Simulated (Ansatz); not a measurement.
Structure data:

```
Al Ni
1.0
     4.00314    0.00000    0.00000
    -2.00157    3.46682    0.00000
     0.00000    0.00000    4.85946
Al Ni
3 2
Cartesian
  0.0000 0.0000 0.0000
  2.0016 1.1556 3.1479
  0.0000 2.3112 1.7116
  2.0016 1.1556 0.7074
  0.0000 2.3112 4.1521
```

**What would you see if this were drawn?**

It has the composition Al₃Ni₂. Its lattice is primitive hexagonal, its space group P-3m1 (No. 164). The cell holds 5 atoms (3 Al, 2 Ni), Z = 1.

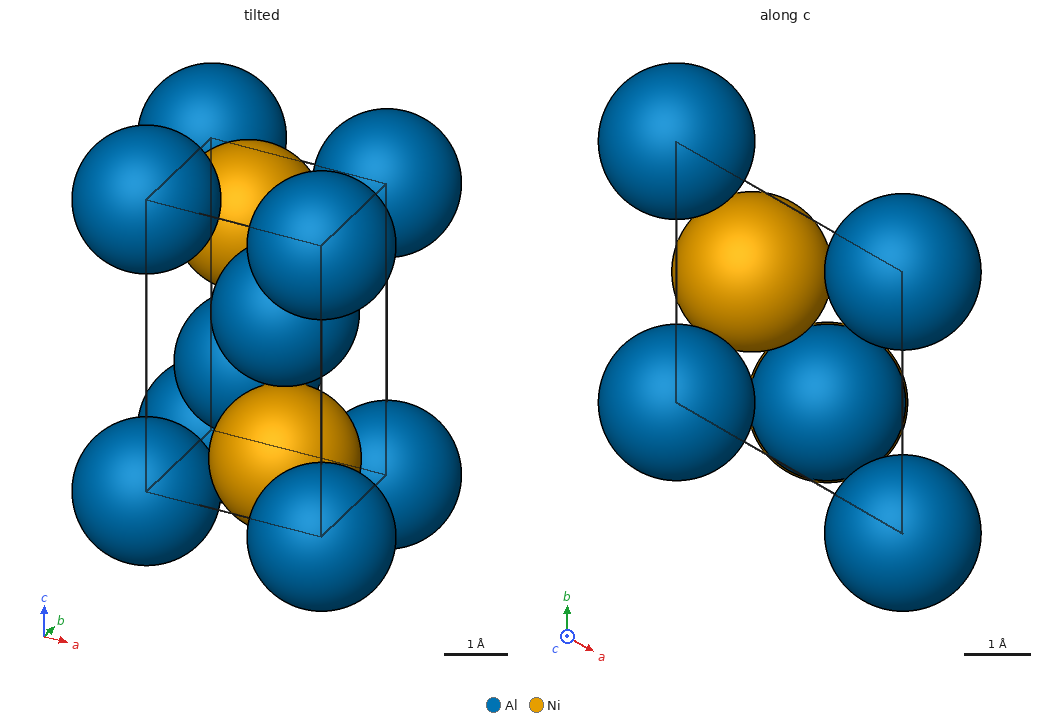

Drawn in the space-filling manner and seen slightly off an axis and along the c axis. Thin lines show the conventional unit cell, with boundary atoms drawn in all their periodic places.

The initial geometry was a structure listed in the Materials Project. Earlier steps of the study, as a rule a relaxation of our own, may have changed the cell and positions, so they can lie some per cent off the listed ones. It was run through Ansatz as a DFT input.
